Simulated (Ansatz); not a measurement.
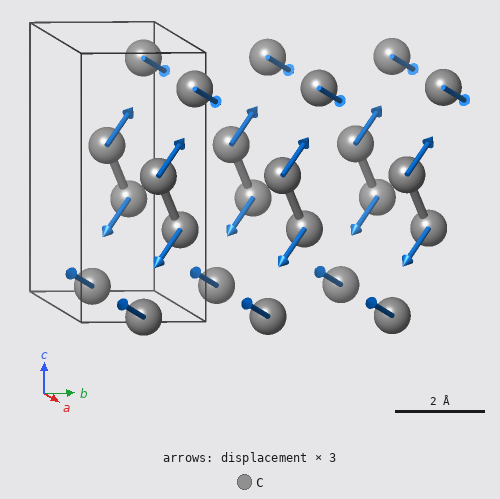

This is a relaxation of crystalline C (built on the iodine_64 type) (coarse preliminary run). The starting structure is drawn; blue arrows show the displacements (the part carried along by the change of the cell is left out), magnified 3 times.

A ball-and-stick model of the cell of the calculation, repeated 2 × 3 × 1 with one cell outlined, seen slightly off an axis.

Case: iodine type (Cmce, No. 64).

These are results of Ansatz 0.2.0, DFT PBEsol, scalar-relativistic, plane waves, PAW, not measurements.

The input:
```yaml
crystal:
  lattice:
    - [2.3419446424, -1.5478462523, 0.0]
    - [2.3419446424, 1.5478462523, 0.0]
    - [0.0, 0.0, 6.3140506141]
  atoms:
    - { symbol: C, position: [0.85, 0.15, 0.117] }
    - { symbol: C, position: [0.65, 0.35, 0.617] }
    - { symbol: C, position: [0.15, 0.85, 0.883] }
    - { symbol: C, position: [0.35, 0.65, 0.383] }
basis:
  ecutwfc: 420
kpoints:
  mp_grid: { grid: [6, 6, 4] }
hamiltonian:
  xc: pbesol
scf:
  occupations: { method: gaussian, width: 0.1 }
  lower_state_search: "off"
output:
  forces: true
  stress: true
  eigenvalues: true
relax:
  adjacent_minimum: "off"
  f_tol: 0.04
  max_steps: 70
  cell: { stress_tol: 0.4 }
```

### What happened in the run?

The largest moves relative to the cell, 0.43 Å, are those of C1, C2, C3 and C4. C1 goes along [3 −3 1]. The drawn cell changes as follows: a = b 2.807 → 3.668 Å (+30.7 %), c 6.314 → 4.261 Å (−32.5 %), γ 66.9° → 39.2°; the volume changes by −20.9 %. Among the contacts that change: C1–C4 2.284 → 1.419 Å, C1–C3 1.745 → 1.422 Å. New bonds form: C1–C4 (2.28 → 1.42 Å), C2–C3 (2.28 → 1.42 Å). The space group (tolerance 0.01 Å) goes from Cmce (No. 64) to Fmmm (No. 69). Over 19 accepted moves (23 points after the start) the energy falls by 17.828 eV per cell of the calculation. Largest force component: 2 eV/Å at the start, 0.0015 eV/Å at the end. Pressure: −40.05 GPa at the start and 0.03 GPa at the end. At 4 points the geometry stayed and the basis and grid were re-selected for the new cell (energy shift of 0.132 eV per cell of the calculation at most each time). The run took roughly 40 core-seconds on a shared host.
